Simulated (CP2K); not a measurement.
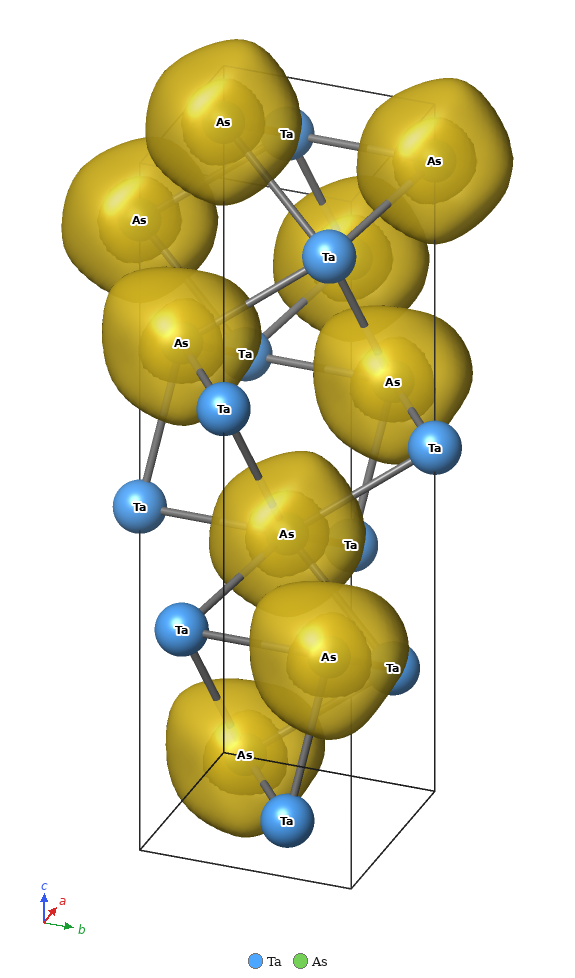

Figure 1: TaAs. Isosurface of the electron localisation function at 0.65 (yellow), seen at an oblique angle. Core shells and regions of very low density are left out. Sticks mark near contacts.

Space group I4₁md; a structure from a database of computed crystals, not necessarily the ambient phase; computed pressure about 2 GPa in this cell.

All numbers below come from CP2K 2026.2, Kohn-Sham DFT of a periodic cell, PBE, GTH-PBE with UZH-TZVP basis.

### What do the ELF domains correspond to?

The surface consists of four regions wrapped around As (the valence shell of each), counted in one cell of 8 atoms. Regions shared between cells count once.

Values along the shortest contacts:
Ta–As (2.61 Å): the ELF is about 0.40 at the midpoint.
